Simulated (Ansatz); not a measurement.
**CuSbS2: density, localisation and related maps**

```
Cu Sb S
1.0
     6.13955    0.00000    0.00000
     0.00000    3.83337    0.00000
     0.00000    0.00000   14.50247
Cu Sb S
4 4 8
Direct
  0.75225 0.75000 0.17187
  0.74775 0.25000 0.67187
  0.25225 0.75000 0.32813
  0.24775 0.25000 0.82813
  0.23204 0.25000 0.06360
  0.26796 0.75000 0.56360
  0.73204 0.25000 0.43640
  0.76796 0.75000 0.93640
  0.62805 0.25000 0.09750
  0.87195 0.75000 0.59750
  0.12805 0.25000 0.40250
  0.37195 0.75000 0.90250
  0.12625 0.75000 0.17794
  0.37375 0.25000 0.67794
  0.62625 0.75000 0.32206
  0.87375 0.25000 0.82206
```

Space group Pnma; computed without spin polarisation.

Method: DFT PBE, scalar-relativistic, plane waves, PAW in Ansatz.

In a PAW calculation such maps are meaningful between the atoms, not at the nuclei.

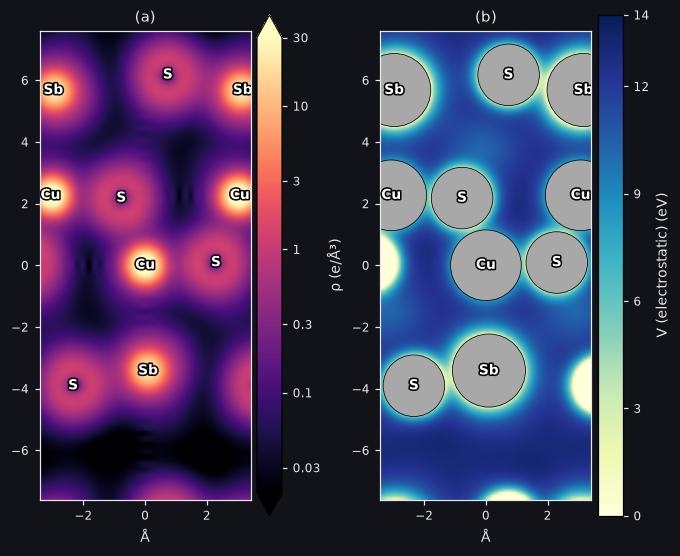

Figure 1. (a) valence pseudo-density; (b) electrostatic potential energy of an electron on the (010) plane of the conventional cell. Grey discs cover the atomic cores in the potential map.

Question: Read the bonding off the picture.

Answer: Atoms in the plane: Cu, Sb and S.
Cu–S (2.30 Å): ρ is about 0.54 e/Å³ halfway.
Sb–S (2.48 Å): ρ at the midpoint is about 0.55 e/Å³.
Between the atoms the lowest density in this plane is 0.01 e/Å³.
Outside the cores the potential energy rises away from the atoms and is highest about 2.0 Å from the nearest atoms; its zero is arbitrary.

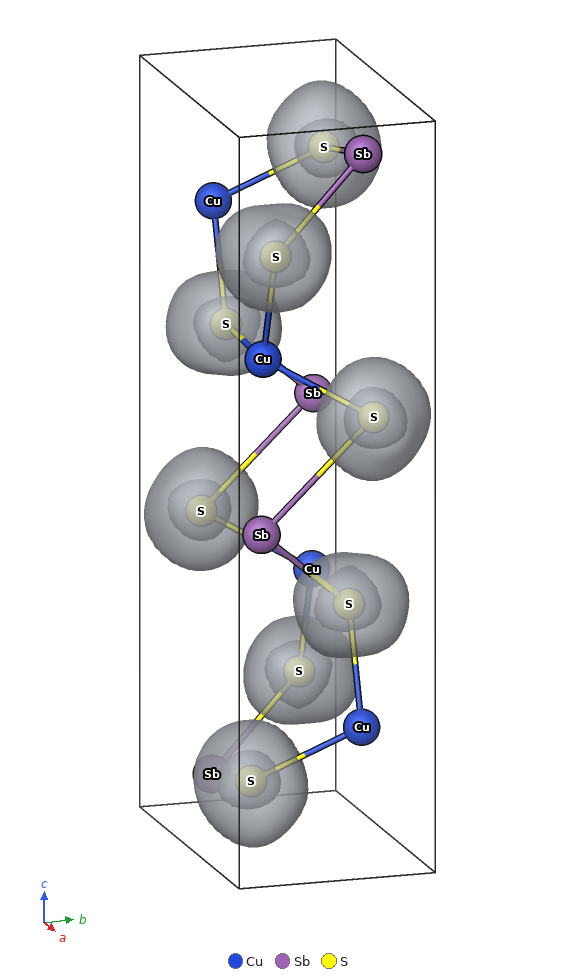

Figure 2. Isosurface of the ELF at 0.75 (grey), seen slightly off an axis. Core shells and regions of very low density are left out. Sticks mark near contacts.

Question: Where are the electrons localised?

Answer: The ELF exceeds this value in eight regions wrapped around S (the valence shell of each), counted in one cell of 16 atoms. Regions shared between cells count once.


Cu–S (2.30 Å): the ELF peaks at about 0.90 in the valence shell of S, 0.8 Å from its nucleus, and is about 0.45 at the midpoint. Sb–S (2.48 Å): the ELF peaks at about 0.85 in the valence shell of S, 0.8 Å from its nucleus, and is about 0.60 at the midpoint.

Question: Does the calculation make it a metal, or give it a gap?

Answer: It is gapped, with a Kohn–Sham gap of 0.79 eV on the k-point mesh, an upper bound to the gap of this method.
